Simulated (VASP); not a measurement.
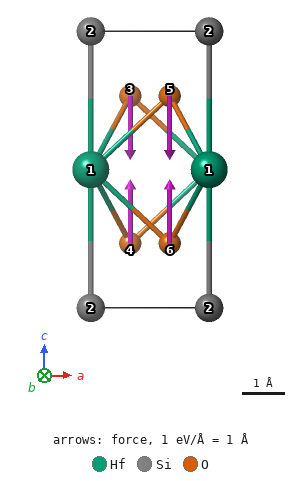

Starting geometry of solid HfSiO₄ (a generated structure, set up in P6/mmm) with the computed forces as purple arrows. The picture is a ball-and-stick view of the cell of the calculation, seen along the b axis.

The run lets cell and atoms move.

These are results of VASP 6.6.1, Kohn-Sham DFT of a periodic cell, PBE, VASP PAW PBE potentials, recommended, not measurements.

Input
```
PREC = Normal
ENCUT = 520
EDIFF = 1E-4
ISMEAR = 0
SIGMA = 0.15
LREAL = False
LASPH = True
NELM = 60
ALGO = Fast
ISIF = 3
LWAVE = False
LCHARG = False
GGA = PE
IBRION = 2
NSW = 24
EDIFFG = -0.08
```

Run as
```bash
cat potpaw_PBE.64/Hf_pv/POTCAR potpaw_PBE.64/Si/POTCAR potpaw_PBE.64/O/POTCAR > POTCAR
mpirun -np 1 vasp_std > vasp.out
```

**Is this structure relaxed? If not, where do the atoms go?**

It isn't relaxed: the largest force vector, on O atoms, is 1.53 eV/Å. The atoms end up moving mostly along the starting forces (cosine between the two patterns 1.00). The largest moves relative to the cell, 0.25 Å, are those of O3, O4, O5 and O6. O5 goes along −c. Si and Hf stay in place. The volume changes by +3.9 %, with a = b 3.260 → 3.590 Å (+10.1 %), c 6.594 → 5.648 Å (−14.3 %). Some distances before and after: Hf1–Si2 3.297 → 2.824 Å, Hf1–Hf1 3.260 → 3.590 Å, Hf1–O3 2.575 → 2.421 Å. Bond angles that change, for instance: Hf1–O3–Hf1 78.5° → 95.7°. The space group stays P6/mmm (No. 191). The energy falls by 862 meV per atom in 11 geometry steps. The largest force component goes from 1.5 to 0.011 eV/Å. Pressure: 18.76 GPa at the start and 0.24 GPa at the end.
